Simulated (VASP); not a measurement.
## Ga: geometry relaxation (part 3 of 3)

The same run, continued: Ga (I4/mmm, 1 atom in the cell); Kohn-Sham DFT of a periodic cell, PBEsol, VASP PAW PBE potentials, recommended, no spin polarisation (VASP 6.6.1); cutoff 600 eV, 13×13×13 k-mesh, fermi-dirac of 0.05 eV. The structure derives from a Materials Project entry. It belongs to a series of runs on one base structure; here: pressure_gpa = 10.

Geometry of the input (Å; fractional positions):
```
-1.3844  1.3844  2.3112
1.3844  -1.3844  2.3112
1.3844  1.3844  -2.3112
Ga 0.0000  0.0000  0.0000
```

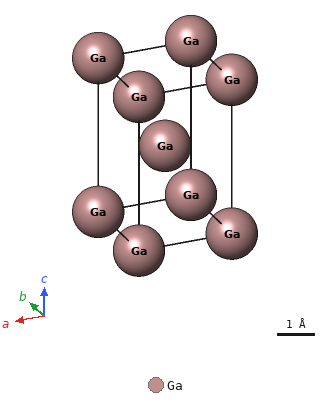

The input geometry (spheres-only view of the cell 2 times as large as that of the calculation, set on its symmetry axes, seen at an oblique angle).

### Notes

The cell was relaxed to the target pressure of the input; what is minimised is then the enthalpy E + pV. The volume changed by more than 5 % on the plane waves of the start, so the result carries a basis error; a second relaxation from the end is advised.
